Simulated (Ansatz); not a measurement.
# Run report: MoS2, single-point calculation (part 2 of 2)

The same run, continued: MoS2 (slab, 27 atoms in the cell); DFT PBEsol, scalar-relativistic, plane waves, PAW, no spin polarisation (Ansatz 0.2.0); cutoff 420 eV, 9×9×1 k-mesh, Gaussian smearing of 0.05 eV. The structure derives from an entry of the Crystallography Open Database. It belongs to a series of runs on one base structure; here: repeats removed: -2.

**Output, continued**
```
  k-point 0: bands = ["-53.4148", "-53.4148", "-53.4148", "-53.4148", "-53.4148", "-53.4148", "-53.4148", "-53.4136", "-53.4136", "-27.6215", "-27.6215", "-27.6215", "-27.6214", "-27.6214", "-27.6214", "-27.6214", "-27.6202", "-27.6202", "-27.3568", "-27.3568", "-27.3567", "-27.3567", "-27.3567", "-27.3567", "-27.3567", "-27.3567", "-27.3567", "-27.3567", "-27.3567", "-27.3567", "-27.3567", "-27.3567", "-27.3552", "-27.3552", "-27.3551", "-27.3551", "-7.0512", "-7.0379", "-7.0167", "-6.9893", "-6.9578", "-6.9252", "-6.8949", "-6.8704", "-6.8547", "-5.7597", "-5.7310", "-5.6880", "-5.6363", "-5.5816", "-5.5294", "-5.4840", "-5.4492", "-5.4273", "1.0706", "1.1237", "1.2084", "1.3191", "1.4479", "1.5841", "1.7147", "1.8244", "1.8978", "4.5395", "4.6616", "4.6646", "4.6646", "4.6654", "4.6654", "4.6666", "4.6666", "4.6681", "4.6681", "4.6697", "4.6697", "4.6712", "4.6712", "4.6723", "4.6723", "4.6741", "4.6741", "4.6741", "4.6741", "4.8477", "5.0799", "5.3422", "5.6210", "5.8105", "5.8105", "5.8131", "5.8131", "5.8171", "5.8171", "5.8220", "5.8220", "5.8272", "5.8272", "5.8322", "5.8322", "5.8363", "5.8363", "5.8393", "5.8393", "5.8409", "5.8409", "5.9050", "6.1831", "6.4363", "6.8176", "7.0090", "7.2108", "7.3915", "7.5449", "7.6692", "7.7645", "7.8315", "7.8712", "10.1619", "10.1619", "10.1627", "10.1627", "10.1642", "10.1642", "10.1666", "10.1666", "10.1699", "10.1699", "10.1738", "10.1738", "10.1778", "10.1778", "10.1810", "10.1810", "10.1818", "10.1818", "10.3835", "10.3835", "10.3945", "10.3945", "10.4108", "10.4108", "10.4301", "10.4301", "10.4503"]
  k-point 1: bands = ["-53.4095", "-53.4095", "-53.4095", "-53.4095", "-53.4095", "-53.4095", "-53.4095", "-53.4083", "-53.4083", "-27.6112", "-27.6112", "-27.6112", "-27.6111", "-27.6111", "-27.6111", "-27.6111", "-27.6099", "-27.6099", "-27.4088", "-27.4088", "-27.4088", "-27.4088", "-27.4088", "-27.4088", "-27.4088", "-27.4072", "-27.4071", "-27.3685", "-27.3685", "-27.3685", "-27.3685", "-27.3685", "-27.3685", "-27.3685", "-27.3669", "-27.3669", "-6.8574", "-6.8443", "-6.8234", "-6.7963", "-6.7652", "-6.7329", "-6.7028", "-6.6785", "-6.6627", "-5.6714", "-5.6438", "-5.6027", "-5.5535", "-5.5017", "-5.4525", "-5.4100", "-5.3774", "-5.3569", "1.2862", "1.3376", "1.4197", "1.5276", "1.6539", "1.7889", "1.9197", "2.0309", "2.1060", "4.1703", "4.2418", "4.2538", "4.2553", "4.2591", "4.2605", "4.2639", "4.2648", "4.2744", "4.2746", "4.2955", "4.4225", "4.5829", "4.7418", "4.8621", "4.8634", "4.8655", "4.8680", "4.8707", "4.8733", "4.8755", "4.8770", "4.8773", "4.8800", "4.9863", "5.0579", "5.0982", "5.5156", "5.5187", "5.5234", "5.5292", "5.5353", "5.5412", "5.5460", "5.5496", "5.5516", "5.9563", "5.9725", "6.0028", "6.0520", "6.1263", "6.2311", "6.3666", "6.5269", "6.7073", "6.8331", "7.0176", "7.1606", "7.2806", "7.3773", "7.4519", "7.5064", "7.5431", "7.5643", "9.9148", "9.9221", "9.9318", "9.9408", "9.9466", "9.9492", "9.9497", "9.9499", "9.9722", "9.9722", "10.0442", "10.0516", "10.0650", "10.0839", "10.1056", "10.1263", "10.1431", "10.1539", "10.1576", "10.1674", "10.1830", "10.2031", "10.2263", "10.2506", "10.2738", "10.2934", "10.3065"]
  k-point 2: bands = ["-53.3962", "-53.3961", "-53.3961", "-53.3961", "-53.3961", "-53.3961", "-53.3961", "-53.3950", "-53.3949", "-27.5850", "-27.5850", "-27.5850", "-27.5850", "-27.5850", "-27.5850", "-27.5849", "-27.5838", "-27.5838", "-27.5386", "-27.5386", "-27.5386", "-27.5386", "-27.5386", "-27.5386", "-27.5386", "-27.5370", "-27.5369", "-27.3982", "-27.3981", "-27.3981", "-27.3981", "-27.3981", "-27.3981", "-27.3981", "-27.3965", "-27.3965", "-6.3266", "-6.3145", "-6.2952", "-6.2699", "-6.2407", "-6.2100", "-6.1812", "-6.1577", "-6.1424", "-5.4299", "-5.4058", "-5.3703", "-5.3285", "-5.2853", "-5.2448", "-5.2102", "-5.1840", "-5.1676", "1.7441", "1.7861", "1.8538", "1.9431", "2.0487", "2.1628", "2.2748", "2.3708", "2.4360", "3.4555", "3.4584", "3.4677", "3.4703", "3.4814", "3.4814", "3.4911", "3.4920", "3.6017", "3.6048", "3.6739", "3.7517", "3.8376", "3.9160", "3.9792", "4.0252", "4.0552", "4.0716", "4.9197", "4.9232", "4.9287", "4.9356", "4.9431", "4.9505", "4.9569", "4.9617", "4.9645", "5.3753", "5.3787", "5.3837", "5.3897", "5.3959", "5.4016", "5.4062", "5.4095", "5.4113", "5.7728", "5.8029", "5.8538", "5.9256", "6.0166", "6.1222", "6.2350", "6.3449", "6.4388", "6.5853", "6.6330", "6.6768", "6.7078", "6.7270", "6.7376", "6.7425", "6.7442", "6.7444", "9.2311", "9.2748", "9.3431", "9.4298", "9.5278", "9.6307", "9.7332", "9.7535", "9.7650", "9.7833", "9.8065", "9.8320", "9.8327", "9.8592", "9.8834", "9.9026", "9.9150", "9.9252", "10.0160", "10.0965", "10.1727", "10.2431", "10.3067", "10.3623", "10.4082", "10.4426", "10.4640"]
  k-point 11: bands = ["-53.3639", "-53.3639", "-53.3638", "-53.3638", "-53.3638", "-53.3638", "-53.3638", "-53.3627", "-53.3627", "-27.6823", "-27.6823", "-27.6823", "-27.6823", "-27.6823", "-27.6823", "-27.6823", "-27.6806", "-27.6806", "-27.6323", "-27.6323", "-27.6323", "-27.6323", "-27.6323", "-27.6323", "-27.6323", "-27.6307", "-27.6307", "-27.5217", "-27.5217", "-27.5217", "-27.5217", "-27.5217", "-27.5217", "-27.5217", "-27.5205", "-27.5205", "-4.6319", "-4.6319", "-4.6319", "-4.6319", "-4.6318", "-4.6318", "-4.6318", "-4.6245", "-4.6245", "-4.6097", "-4.6097", "-4.6097", "-4.6097", "-4.6097", "-4.6097", "-4.6097", "-4.5980", "-4.5980", "1.6300", "1.6387", "1.6524", "1.6698", "1.6893", "1.7090", "1.7267", "1.7407", "1.7496", "2.5113", "2.5118", "2.5160", "2.5179", "2.5218", "2.5250", "2.5266", "2.5445", "2.5446", "2.9786", "2.9951", "3.0202", "3.0507", "3.0832", "3.1144", "3.1415", "3.1622", "3.1752", "3.5866", "3.5876", "3.6194", "3.6223", "3.6658", "3.6695", "3.7108", "3.7127", "3.7308", "4.2080", "4.2162", "4.2599", "4.2820", "4.3272", "4.3572", "4.3886", "4.4167", "4.4274", "5.0885", "5.0971", "5.1081", "5.1309", "5.1400", "5.1681", "5.1731", "5.1955", "5.1969", "7.2101", "7.2194", "7.2342", "7.2534", "7.2753", "7.2979", "7.3187", "7.3354", "7.3462", "9.0901", "9.0901", "9.0904", "9.0905", "9.0907", "9.0909", "9.0910", "9.0934", "9.0934", "9.8728", "9.9318", "10.0248", "10.1445", "10.2814", "10.4238", "10.5581", "10.6695", "10.7436", "10.9256", "10.9265", "10.9346", "10.9375", "10.9458", "10.9510", "10.9550", "10.9726", "10.9731"]
```

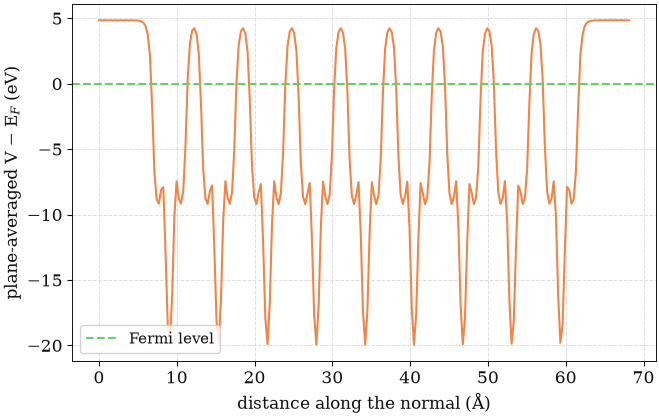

Fig. 1: Plane average of the electrostatic potential energy of an electron across the cell, from the Fermi level. The vacuum level lies 4.85 eV above the Fermi level.

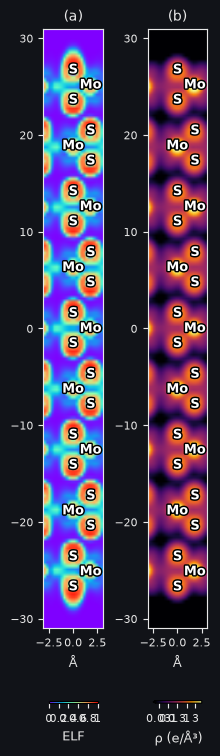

Fig. 2: (a) electron localisation function; (b) valence charge density (pseudo) on the (110) plane of the calculation cell, a cut from vacuum to vacuum. The section cuts through S and Mo sites. Mo–S (2.39 Å): ρ at the midpoint is about 0.62 e/Å³; the ELF is about 0.45 at the midpoint. The density dies away to nearly zero in the vacuum. The strong features right at Mo lie inside the PAW spheres (semicore, d or f shells) and say nothing about bonding. The fields are those of the smooth PAW valence density.

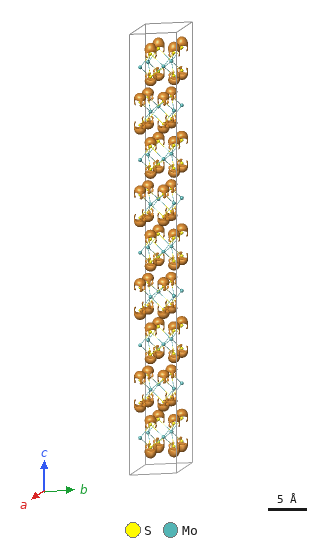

Fig. 3: Isosurface of the electron localisation function at 0.85 (orange), seen slightly off an axis. Only the valence region is drawn (cores and ρ < 0.01 e/Å³ removed). Sticks mark near contacts. Along the contacts the grid gives the following. Mo–S (2.39 Å): the ELF is about 0.45 at the midpoint.
